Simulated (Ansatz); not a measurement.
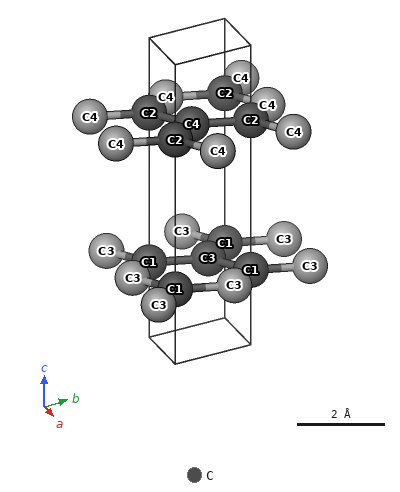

**Figure 1.** The input geometry (ball-and-stick view of the cell of the calculation, seen slightly off an axis; neighbours outside the cell are drawn fainter; atoms are numbered from 1 in the order of the input).

## Run report: C, single-point calculation

- system: C (P6₃/mmc, 4 atoms in the cell)
- method: DFT, PBEsol, all-electron LAPW, scalar-relativistic, no spin polarisation (Ansatz 0.2.0)

Figures and captions count atoms from 1; the log counts them from 0 in places.

Output
```
LAPW: plane waves up to 12.292 Å⁻¹, error target 5.0e-4 eV per atom; small_component_spin mean_spin; C in spheres of 0.710 Å, 6 of its electrons in bands, Dirac shells [] (how accurate: hamiltonian.pseudopotentials.lapw.basis_error, Limitations)
Engine: ansatz 0.2.0, x86_64-unknown-linux-gnu
Pseudopotentials: kind: all_electron
Pseudopotential: C, LAPW, valence charge 6, lapw/all_electron/scalar/gaussian/C, Koelling and Harmon's equation, gaussian nucleus
Functional definition: PBEsol
  exchange = pbesol_x
  correlation = pbesol_c
Crystal: 4 atoms, lattice volume = 37.779 Å³
Basis set: ecut = 575.628871596022 eV, 1169 PW (Γ), exchange–correlation at level 2
Bands: 16, of which v1, the nominal top of the filled ones, is band 12 counted from 1 (11 counted from 0)
Symmetry: 24 space group operations
Space group: P63/mmc (ITA 194), of the structure as read, at distance tolerance 3.4e-5 Å
k-points: 81 of 1125
Non-local potential: C, projectors of the file, none
Initial density: superposition of atomic densities (chi_scale 0.1, normalization cell)
Initial wavefunctions: plane waves of lowest kinetic energy (no species holds an atomic orbital)
Functional: x = pbesol(κ = 0.804, μ = 0.12345679012345678), c = pbesol(β = 0.046)
iter 1 solved again at ethr=2.12e-2 eV; its pass at ethr=1.00e-1 eV (dr2=5.09e0 eV) is discarded
SCF iter   1: F=—  HF=-4132.977880 eV  |F-HF|=—  |Δ(HF+E_count)|=         —  Δρ=1.24e-1  dr2=5.12e0  ethr=2.12e-2  ⟨swp⟩=2.4  Hψ=8610  notcnv=0
preconditioner: auto → LDOS  [metal: Δε(μ)=0.004 eV  Ē_g=16.378 eV  σ=0.050 eV  W_gap=0.02  n_scr=4 (ndim 8)  ℏωp=24.2 eV  f_vac=0.018  D(μ)=0.21/eV (n_scr^D=2)  β→1.0]
iter 2 solved again at ethr=2.02e-3 eV; its pass at ethr=2.12e-2 eV (dr2=4.85e-1 eV) is discarded
SCF iter   2: F=—  HF=-4130.710087 eV  |F-HF|=—  |Δ(HF+E_count)|=    2.27e0  Δρ=3.68e-2  dr2=4.85e-1  ethr=2.02e-3  ⟨swp⟩=2.1  Hψ=7116  notcnv=0  defer=2
SCF iter   3: F=—  HF=-4130.497961 eV  |F-HF|=—  |Δ(HF+E_count)|=   2.12e-1  Δρ=1.15e-2  dr2=4.39e-2  ethr=2.02e-3  ⟨swp⟩=3.0  Hψ=4187  notcnv=0  defer=1
SCF iter   4: F=—  HF=-4130.484126 eV  |F-HF|=—  |Δ(HF+E_count)|=         —  Δρ=1.91e-3  dr2=4.36e-4  ethr=1.83e-4  ⟨swp⟩=2.6  Hψ=3316  notcnv=0
the basis was enlarged: its passes take 1.7 MiB over the memory plan, 4 of 4 planned eigensolver slots
SCF iter   5: F=—  HF=-4130.484383 eV  |F-HF|=—  |Δ(HF+E_count)|=   2.57e-4  Δρ=2.74e-4  dr2=9.51e-6  ethr=1.82e-6  ⟨swp⟩=2.6  Hψ=3091  notcnv=0
SCF iter   6: F=-4130.484389 eV  HF=-4130.484389 eV  |F-HF|=4.99e-8  |Δ(HF+E_count)|=   6.67e-6  Δρ=1.97e-5  dr2=4.79e-8  ethr=3.96e-8  ⟨swp⟩=3.0  Hψ=3159  notcnv=0
SCF 1 converged in 6 iterations: F = -4130.484389 eV  dr2 = 4.79e-8
SCF converged after 6 iterations
Free energy (F): -4130.484389 eV
Harris-Foulkes:  -4130.484389 eV  (|F-HF|=4.99e-8)
Internal energy: -4130.482987 eV  (E = F + TS)
E sigma→0 (E₀):  -4130.483688 eV
Entropy (-TS):   -0.001402 eV (-0.350 meV/atom)
Fermi energy:    6.370551 eV
--- Per-component energies (eV) ---
  E_band       = -2109.430339
  E_kinetic    = 4113.687128
  E_xc         = -570.518650
  E_electrostatic = -7673.651466  (all electrons and nuclei)
  E_smearing   = -0.001402  (= −TS)
  E_closure    = 0.000000  (closes the sum)
  E_atoms      = -4091.869433  (free atoms, spherical and without spin; not in F)
  Σ components = -4130.484389   (vs F -4130.484389, Δ=0.00e0)
  Basis errors (estimates in eV, not in F): energy 3.3e-4 per atom: plane waves 3.2e-4 (2.1e-4 summed), levels above the bands 1.3e-70, relativity 9.5e-9, radial functions 1.4e-5, core shells 0.0e0; eigenvalues (radial functions only) 9.4e-7; not estimated: angular momenta, meshes, grids; target (lapw.basis_error) 5.0e-4; muffin-tin radii C 0.710 Å
--- Forces (eV/Å), atoms counted from 1 ---
  atom   1  C     -0.00000000    -0.00000000     0.00000000
  atom   2  C      0.00000000     0.00000000    -0.00000000
  atom   3  C      0.00000000     0.00000000    -0.00000000
  atom   4  C     -0.00000000    -0.00000000     0.00000000
  max |Σ_I F_I| component: 3.70e-16 eV/Å
--- Stress (GPa, compression-positive) ---
       -0.082522      -0.000000      -0.000000
       -0.000000      -0.082522      -0.000000
       -0.000000      -0.000000       0.030873
  P = ⅓ Tr σ = -0.0447 GPa (-0.447 kbar)
--- Band table (eV; the first three rows and the last of 81) ---
  k-point 0: bands = ["-258.1488", "-258.1488", "-258.1164", "-258.1164", "-13.2472", "-13.0757", "-1.9736", "-0.6047", "3.3738", "3.3738", "3.3822", "3.3822", "9.9148", "14.7135", "14.7135", "14.7408"]
  k-point 1: bands = ["-258.1488", "-258.1488", "-258.1164", "-258.1164", "-13.2314", "-13.0927", "-1.8603", "-0.7582", "3.3746", "3.3746", "3.3814", "3.3814", "10.2974", "14.3529", "14.7160", "14.7160"]
  k-point 2: bands = ["-258.1488", "-258.1488", "-258.1164", "-258.1164", "-13.1895", "-13.1366", "-1.5497", "-1.1320", "3.3767", "3.3767", "3.3793", "3.3793", "11.3448", "12.8200", "14.7227", "14.7227"]
  k-point 80: bands = ["-258.1414", "-258.1414", "-258.1238", "-258.1238", "-6.1906", "-6.1721", "-6.1721", "-6.1591", "-4.2774", "-4.2774", "6.2349", "6.3765", "6.3765", "6.5054", "16.4547", "16.4547"]
```

This output came from the following input.

Input
```yaml
crystal:
  lattice:
    - [2.4589374437, 0.0, 0.0]
    - [-1.2294687219, 2.1295022926, 0.0]
    - [0.0, 0.0, 7.2147975549]
  atoms:
    - { symbol: C, position: [0.0, 0.0, 0.25] }
    - { symbol: C, position: [0.0, 0.0, 0.75] }
    - { symbol: C, position: [0.3333333333, 0.6666666667, 0.25] }
    - { symbol: C, position: [0.6666666667, 0.3333333333, 0.75] }
kpoints:
  mp_grid: { grid: [15, 15, 5] }
scf:
  occupations: { method: fermi_dirac, width: 0.05 }
hamiltonian:
  xc: pbesol
  pseudopotentials: { kind: all_electron, lapw: { basis_error: 0.0005 } }
output:
  forces: true
  stress: true
  eigenvalues: true
```

Command:
```bash
ansatz run input.yaml --threads 4 --pin off --max-ram 10240MiB --backend cpu --events-out ev --progress --plain --runs-dir out
```

Results in brief

- outcome: converged
- space group (tolerance 0.01 Å): P6₃/mmc (194)
- electrons in bands (core shells apart): 24
- free energy: −4130.4844 eV
- Fermi energy: 6.371 eV
- pressure: −0.04 GPa
- largest force (length of the vector): under 0.001 eV/Å
- hardware: 4 threads of Intel Xeon @ 2.50GHz (Skylake/Cascade Lake), 64 GiB of memory available, shared host
- wall time: 9.4 s (CPU time 34 s)
- peak memory: 0.54 GiB
